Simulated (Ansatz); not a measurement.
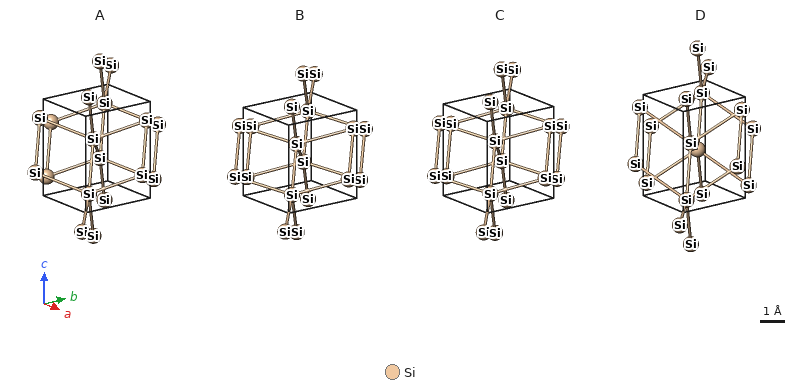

4 geometries from one relaxation of a crystal of Si (a generated structure, set up in Cmce), in shuffled order. The picture is a ball-and-stick view of the cell of the calculation, seen slightly off an axis.

The start is a swapped structure.

Computed with Ansatz 0.2.0, DFT, PAW plane waves, PBE. Set-up: plane-wave cutoff 420 eV; k-point mesh 6 × 6 × 6; occupations cold; smearing width 0.0229 eV; no spin polarisation; cell and atoms relaxed; force threshold 0.03 eV/Å; at most 60 steps.

Order the frames from highest to lowest energy.

D, A, C, B. They are steps 0, 3, 4, 12, at +0.703 eV per cell of the calculation, +0.199 eV per cell of the calculation, +77.4 meV per cell of the calculation relative to the last. The largest moves relative to the cell, 0.29 Å, are those of Si atoms. The volume changes by +0.2 %, with a = b 4.238 → 4.463 Å (+5.3 %), c 4.306 → 3.757 Å (−12.7 %), γ 118.8° → 115.0°. Among the contacts that change: Si–Si 2.670 → 3.093 Å, Si–Si 2.326 → 2.487 Å, Si–Si 2.581 → 2.446 Å, Si–Si 2.613 → 2.503 Å. Among the angles between lasting bonds that change: Si–Si–Si 111.2° → 146.8°, Si–Si–Si 140.4° → 157.7°, Si–Si–Si 61.9° → 77.3°. The space group stays Cmce (No. 64). The energy falls by 0.703 eV per cell of the calculation in 10 accepted moves (12 points after the start). The largest force component goes from 0.77 to 0.00035 eV/Å. Pressure: 0.54 GPa at the start and 0.00 GPa at the end. The SCF was repeated twice at an unchanged geometry on a basis and grid sized afresh for the cell, which shifted the energy by 3.0 meV per cell of the calculation at most. The run took 40 s on 2 threads of Arm Neoverse V1, with other jobs on the host, peak memory 0.35 GiB.
